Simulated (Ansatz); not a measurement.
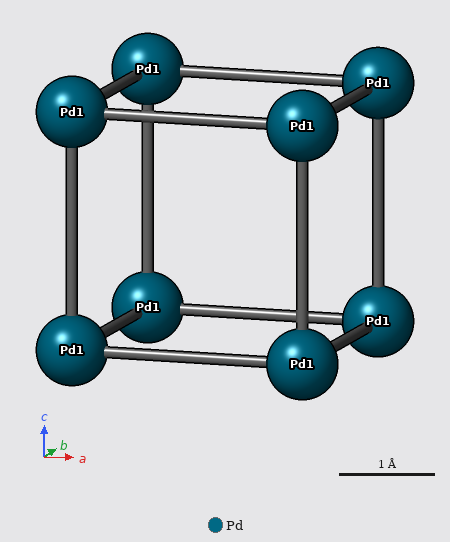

Fig. 1: The structure as given in the input (ball-and-stick view of the cell of the calculation, seen slightly off an axis; atoms are numbered from 1 in the order of the input).

**What a change does: single-point calculation on Pd**

System: Pd (1 atom in the cell).
Method of run A: DFT, m-r2SCAN, plane waves (500 eV) with PAW, scalar-relativistic, spin-polarised (Ansatz 0.2.0).

Text and figures count atoms from 1; the logs count them from 0 in places.

### Input, run A
```yaml
crystal:
  lattice:
    - [2.5530980548, 0.0, 0.0]
    - [0.0, 2.5530980548, 0.0]
    - [0.0, 0.0, 2.5530980548]
  atoms:
    - { symbol: Pd, position: [0.0, 0.0, 0.0], spin: 0.5 }
hamiltonian:
  xc: mr2scan
  pseudopotentials:
    kind: paw
    azcp:
      Pd: "pseudopotentials/Pd.paw.azcp"
basis:
  ecutwfc: 500
  fft_grid_basis: typed
kpoints:
  mp_grid: { grid: [14, 14, 14], shift: [0, 0, 0] }
magnetization:
  spin_polarized: true
scf:
  occupations: { method: fermi_dirac, width: 0.05 }
  lower_state_search: "off"
output:
  stress: true
  write_density: true
  write_potential: true
  elf: true
  volumetric_format: npy
```

Hardware: 2 threads of an Arm (aarch64) CPU, shared host.

### Output, shortened to warnings, some set-up lines, iterations and results (run A)
```
WARN: the starting moments were not kept: the SCF closed with an absolute magnetisation of 1.3e-5 μB, where they sum to 0.5 μB in size (1 site). That is at most 0.1 of that sum. Measured as dr2_m measures the in/out step, that magnetisation stands 1.3e-10 eV from none, at or under the dr2_threshold of 1.0e-7 eV: it is no larger than a step whose dr2_m would equal this threshold. The system may …
Basis set: ecut = 500 eV, 437 PW (Γ), exchange–correlation on 80×80×80 points (64 copies of the dense FFT grid, shifted against one another)
Symmetry: 48 space group operations
k-points: 120 of 2744
Initial density: superposition of atomic densities (chi_scale 0.1, normalization cell)
[...]
SCF iter   1: F=-6983.997945 eV  HF=-6985.805599 eV  |F-HF|=1.81e0  |Δ(HF+E_count)|=         —  Δρ=7.46e-2 (↑7.46e-2 ↓4.71e-2)  dr2=2.48e0  dr2_τ=1.21e-2  dr2_m=4.20e-2  …
SCF iter   2: F=-6984.880775 eV  HF=-6985.369537 eV  |F-HF|=4.89e-1  |Δ(HF+E_count)|=   4.36e-1  Δρ=4.66e-2 (↑4.66e-2 ↓2.57e-2)  dr2=8.10e-1  dr2_τ=9.71e-3  dr2_m=3.45e-2  …
SCF iter   3: F=-6985.231966 eV  HF=-6985.208582 eV  |F-HF|=2.34e-2  |Δ(HF+E_count)|=   1.61e-1  Δρ=1.78e-2 (↑1.56e-2 ↓1.78e-2)  dr2=3.67e-2  dr2_τ=4.22e-3  dr2_m=2.49e-2  …
SCF iter   4: F=-6985.234936 eV  HF=-6985.231198 eV  |F-HF|=3.74e-3  |Δ(HF+E_count)|=   2.26e-2  Δρ=1.27e-2 (↑8.61e-3 ↓1.27e-2)  dr2=3.72e-3  dr2_τ=3.94e-4  dr2_m=1.70e-2  …
SCF iter   5: F=-6985.237795 eV  HF=-6985.233843 eV  |F-HF|=3.95e-3  |Δ(HF+E_count)|=   2.65e-3  Δρ=8.85e-3 (↑8.63e-3 ↓8.85e-3)  dr2=5.64e-5  dr2_τ=2.14e-4  dr2_m=1.16e-2  …
[... 8 lines ...]
SCF iter  14: F=-6985.241239 eV  HF=-6985.241230 eV  |F-HF|=9.45e-6  |Δ(HF+E_count)|=   1.14e-4  Δρ=1.19e-5 (↑1.19e-5 ↓1.10e-5)  dr2=2.92e-10  dr2_τ=6.45e-10  dr2_m=1.97e-8  …
SCF iter  15: F=-6985.241239 eV  HF=-6985.241235 eV  |F-HF|=3.88e-6  |Δ(HF+E_count)|=   5.72e-6  Δρ=6.40e-6 (↑6.40e-6 ↓5.78e-6)  dr2=3.16e-10  dr2_τ=1.80e-10  dr2_m=5.17e-9  …
SCF iter  16: F=-6985.241239 eV  HF=-6985.241239 eV  |F-HF|=6.22e-8  |Δ(HF+E_count)|=   3.91e-6  Δρ=1.10e-6 (↑8.90e-7 ↓1.10e-6)  dr2=1.30e-11  dr2_τ=5.32e-12  dr2_m=1.45e-10  …
SCF iter  17: F=-6985.241239 eV  HF=-6985.241239 eV  |F-HF|=1.74e-10  |Δ(HF+E_count)|=   6.34e-8  Δρ=2.07e-7 (↑2.05e-7 ↓2.07e-7)  dr2=7.54e-13  dr2_τ=6.59e-13  dr2_m=5.89e-12 …
SCF 1 converged in 17 iterations: F = -6985.241239 eV  dr2 = 7.54e-13
this state was not tested for a lower state beside it, because the mixer in use, unlike msr1, does not test its closes by its own steps (another_mixer; see scf.mixing.algorithm and scf.lower_state_search)
SCF converged after 17 iterations
Magnetization: -0.0000 μB (9.0000 up, 9.0000 down)
Absolute magnetization: 0.0000 μB (∫|ρ↑−ρ↓|, with the PAW one-centre terms)
Spin contamination: 0.0000 ħ² per cell (⟨S²⟩ above its minimum at these occupations)
Per-site moments (μB) at R_I (Å): [(-1.3345206158849427e-5, 1.0531529476050001)]
Free energy (F): -6985.241239 eV
Harris-Foulkes:  -6985.241239 eV  (|F-HF|=1.74e-10)
Internal energy: -6985.229147 eV  (E = F + TS)
E sigma→0 (E₀):  -6985.235193 eV
Entropy (-TS):   -0.012093 eV (-12.093 meV/atom)
Fermi energy:    16.892577 eV
--- Per-component energies (eV) ---
  E_band       = -202.108366
  E_kinetic    = 517.326906
  E_local      = -2016.380421  (includes V_loc(G=0)·N_el)
  E_nonlocal   = 218.305648
  E_hartree    = 821.538911
  E_xc         = -160.183541
  E_vxc        = -232.266282  (∫ρ·V_xc dr)
  E_paw        = -3772.971659  (= ΣΔE_a)
  E_vpaw       = -349.262871  (= ΣTr[D̂ρ^β])
  E_aug_tail   = 0.000104  (compensation charges beyond the density's cutoff)
  E_vtau       = 17.090726  (kinetic-family band-sum trace: ∫τ·v_τ [+ j·A + Jᵃ·Aᵃ] dr)
  E_ewald      = -2592.413008
  E_core_change = -0.452087  (= ΣΔE_core)
  E_smearing   = -0.012093  (= −TS)
  E_closure    = -0.000000  (closes the sum)
  Σ components = -6985.241239   (vs F -6985.241239, Δ=0.00e0)
--- Stress (GPa, compression-positive) ---
        6.265743      -0.000000       0.000000
       -0.000000       6.265743       0.000000
        0.000000       0.000000       6.265743
  P = ⅓ Tr σ = 6.2657 GPa (62.657 kbar)
```

For run B the input was changed thus:
```diff
-    - [2.5530980548, 0.0, 0.0]
-    - [0.0, 2.5530980548, 0.0]
-    - [0.0, 0.0, 2.5530980548]
+    - [2.622133889, 0.0, 0.0]
+    - [0.0, 2.622133889, 0.0]
+    - [0.0, 0.0, 2.622133889]
```

What does this change do to the results?

With the same functional and potentials, run B lies 2.7 meV per atom lower. The pressure goes from 6.27 to −4.73 GPa. The volume per atom goes from 16.64 to 18.03 Å³. The cell is scaled evenly with the atoms at fixed fractional positions, so −ΔP/Δ ln V estimates the bulk modulus midway between the two volumes: about 140 GPa. The number of SCF iterations is the same. The plane waves at Γ go from 437 to 461.

### Output, shortened to warnings, some set-up lines, iterations and results (run B)
```
WARN: the starting moments were not kept: the SCF closed with an absolute magnetisation of 8.7e-6 μB, where they sum to 0.5 μB in size (1 site). That is at most 0.1 of that sum. Measured as dr2_m measures the in/out step, that magnetisation stands 5.6e-11 eV from none, at or under the dr2_threshold of 1.0e-7 eV: it is no larger than a step whose dr2_m would equal this threshold. The system may …
Basis set: ecut = 500 eV, 461 PW (Γ), exchange–correlation on 80×80×80 points (64 copies of the dense FFT grid, shifted against one another)
Symmetry: 48 space group operations
k-points: 120 of 2744
Initial density: superposition of atomic densities (chi_scale 0.1, normalization cell)
[...]
SCF iter   1: F=-6983.838318 eV  HF=-6985.848838 eV  |F-HF|=2.01e0  |Δ(HF+E_count)|=         —  Δρ=7.21e-2 (↑7.21e-2 ↓4.78e-2)  dr2=2.72e0  dr2_τ=1.50e-2  dr2_m=3.46e-2  …
SCF iter   2: F=-6984.862669 eV  HF=-6985.375260 eV  |F-HF|=5.13e-1  |Δ(HF+E_count)|=   4.74e-1  Δρ=4.40e-2 (↑4.40e-2 ↓2.48e-2)  dr2=8.32e-1  dr2_τ=9.69e-3  dr2_m=3.16e-2  …
SCF iter   3: F=-6985.233785 eV  HF=-6985.212130 eV  |F-HF|=2.17e-2  |Δ(HF+E_count)|=   1.63e-1  Δρ=1.75e-2 (↑1.53e-2 ↓1.75e-2)  dr2=4.02e-2  dr2_τ=4.30e-3  dr2_m=2.60e-2  …
SCF iter   4: F=-6985.236563 eV  HF=-6985.234073 eV  |F-HF|=2.49e-3  |Δ(HF+E_count)|=   2.19e-2  Δρ=1.30e-2 (↑8.22e-3 ↓1.30e-2)  dr2=5.71e-3  dr2_τ=4.46e-4  dr2_m=1.80e-2  …
SCF iter   5: F=-6985.240354 eV  HF=-6985.236283 eV  |F-HF|=4.07e-3  |Δ(HF+E_count)|=   2.21e-3  Δρ=8.66e-3 (↑8.41e-3 ↓8.66e-3)  dr2=7.16e-5  dr2_τ=2.25e-4  dr2_m=1.20e-2  …
[... 8 lines ...]
SCF iter  14: F=-6985.243931 eV  HF=-6985.243920 eV  |F-HF|=1.07e-5  |Δ(HF+E_count)|=   1.24e-4  Δρ=1.18e-5 (↑1.11e-5 ↓1.18e-5)  dr2=5.27e-10  dr2_τ=6.71e-10  dr2_m=2.10e-8  …
SCF iter  15: F=-6985.243931 eV  HF=-6985.243926 eV  |F-HF|=5.17e-6  |Δ(HF+E_count)|=   5.69e-6  Δρ=7.34e-6 (↑7.32e-6 ↓7.34e-6)  dr2=3.99e-10  dr2_τ=2.97e-10  dr2_m=8.19e-9  …
SCF iter  16: F=-6985.243931 eV  HF=-6985.243931 eV  |F-HF|=3.49e-7  |Δ(HF+E_count)|=   4.95e-6  Δρ=2.62e-6 (↑2.62e-6 ↓2.31e-6)  dr2=2.55e-11  dr2_τ=3.86e-11  dr2_m=9.88e-10  …
SCF iter  17: F=-6985.243931 eV  HF=-6985.243931 eV  |F-HF|=4.21e-9  |Δ(HF+E_count)|=   3.54e-7  Δρ=2.49e-7 (↑2.49e-7 ↓2.44e-7)  dr2=1.63e-12  dr2_τ=4.71e-13  dr2_m=9.43e-12  …
SCF 1 converged in 17 iterations: F = -6985.243931 eV  dr2 = 1.63e-12
this state was not tested for a lower state beside it, because the mixer in use, unlike msr1, does not test its closes by its own steps (another_mixer; see scf.mixing.algorithm and scf.lower_state_search)
SCF converged after 17 iterations
Magnetization: 0.0000 μB (9.0000 up, 9.0000 down)
Absolute magnetization: 0.0000 μB (∫|ρ↑−ρ↓|, with the PAW one-centre terms)
Spin contamination: 0.0000 ħ² per cell (⟨S²⟩ above its minimum at these occupations)
Per-site moments (μB) at R_I (Å): [(3.986079984041203e-6, 1.0816302292125)]
Free energy (F): -6985.243931 eV
Harris-Foulkes:  -6985.243931 eV  (|F-HF|=4.21e-9)
Internal energy: -6985.231457 eV  (E = F + TS)
E sigma→0 (E₀):  -6985.237694 eV
Entropy (-TS):   -0.012475 eV (-12.475 meV/atom)
Fermi energy:    15.074158 eV
--- Per-component energies (eV) ---
  E_band       = -230.025029
  E_kinetic    = 515.695573
  E_local      = -2123.961219  (includes V_loc(G=0)·N_el)
  E_nonlocal   = 218.456337
  E_hartree    = 861.492811
  E_xc         = -159.408373
  E_vxc        = -231.136362  (∫ρ·V_xc dr)
  E_paw        = -3772.894933  (= ΣΔE_a)
  E_vpaw       = -349.116805  (= ΣTr[D̂ρ^β])
  E_aug_tail   = 0.000102  (compensation charges beyond the density's cutoff)
  E_vtau       = 17.051663  (kinetic-family band-sum trace: ∫τ·v_τ [+ j·A + Jᵃ·Aᵃ] dr)
  E_ewald      = -2524.159668
  E_core_change = -0.452087  (= ΣΔE_core)
  E_smearing   = -0.012475  (= −TS)
  E_closure    = -0.000000  (closes the sum)
  Σ components = -6985.243931   (vs F -6985.243931, Δ=0.00e0)
--- Stress (GPa, compression-positive) ---
       -4.725135       0.000000       0.000000
        0.000000      -4.725135       0.000000
        0.000000       0.000000      -4.725135
  P = ⅓ Tr σ = -4.7251 GPa (-47.251 kbar)
```

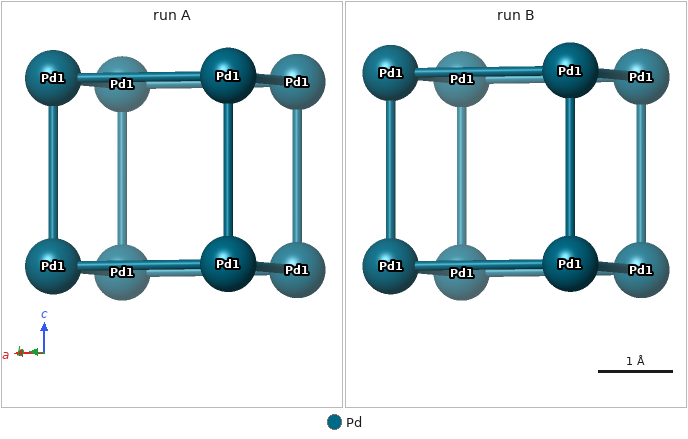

Fig. 2: The two input geometries at one scale (ball-and-stick view of the cell of the calculation, seen at an oblique angle). The atoms keep their places relative to the cell (all moves are under 0.005 Å). The drawn cell changes as follows: a = b = c 2.553 → 2.622 Å (+2.7 %); the volume changes by +8.3 %. Among the contacts that change: Pd1–Pd1 2.553 → 2.622 Å.

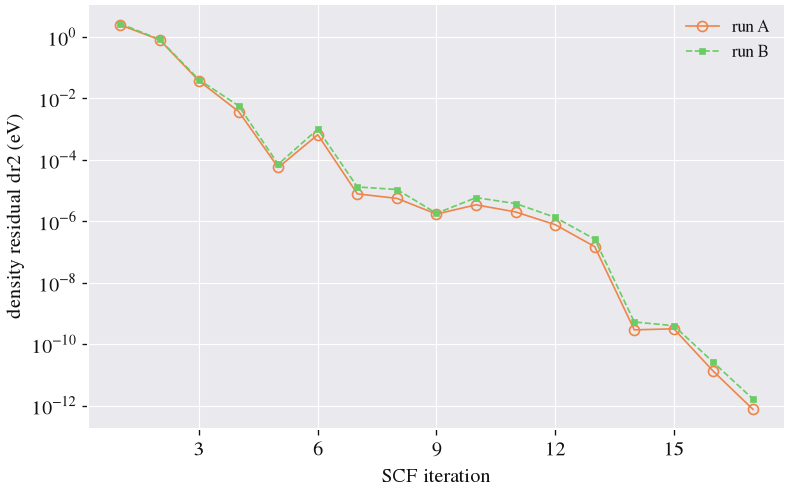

Fig. 3: Convergence of the two runs: density residual dr2 against the SCF iteration. Run A takes 17 iterations in all, and run B takes 17.

### The two runs side by side

```tsv
quantity	run A	run B
outcome	converged	converged
free energy per atom (eV)	−6985.2412	−6985.2439
energy per atom, smearing taken to zero (eV)	−6985.2352	−6985.2377
net moment of the cell (μB)	0.00	0.00
absolute moment of the cell (μB)	0.00	0.00
pressure (GPa)	6.27	−4.73
volume per atom (Å³)	16.64	18.03
SCF iterations	17	17
irreducible k-points	120	120
plane waves at Γ	437	461
wall time (shared host)	9.9 s	11 s
```

For both runs: Warnings: some starting moments were not kept; the state was not tested for a lower one. For run A: The cell is under a pressure of 6.3 GPa at this level, so it is not at its equilibrium volume.
